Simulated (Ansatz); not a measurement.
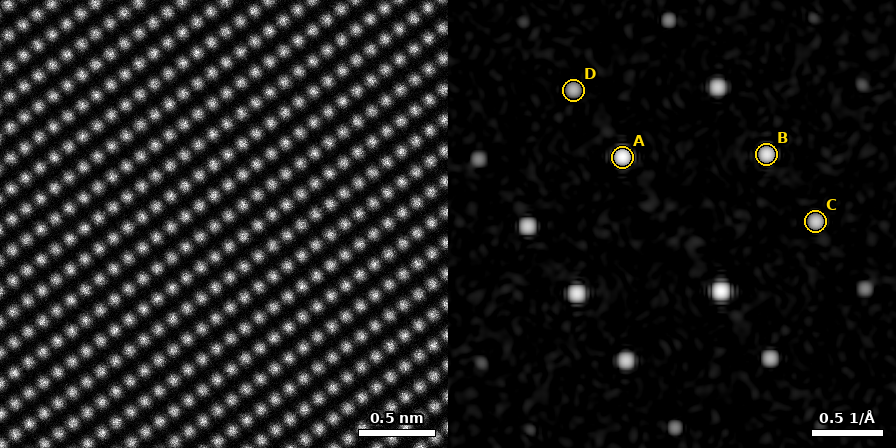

Z-contrast image of a crystal. The image is simulated as a sum over atoms of Z^1.7, blurred by a 0.64 Å probe (no channelling). Shot noise was added.

The right panel is the modulus of the image's Fourier transform on a logarithmic scale.

**Which lattice spacings do the marked spots stand for, and what angle do A and B enclose?**

A: 1.7 Å, B: 1.2 Å, C: 1.0 Å, D: 0.8 Å; A and B enclose about 90°.

The crystal is C (Im-3m, No. 229) along [110]; the spots are (1 -1 0), (002), (-1 1 2) and (2 -2 0). Structure: coordinates from a relaxation with Ansatz 0.2.0, DFT PBE, scalar-relativistic, plane waves, PAW; the starting structure was generated, so it need not be a known form of this composition.
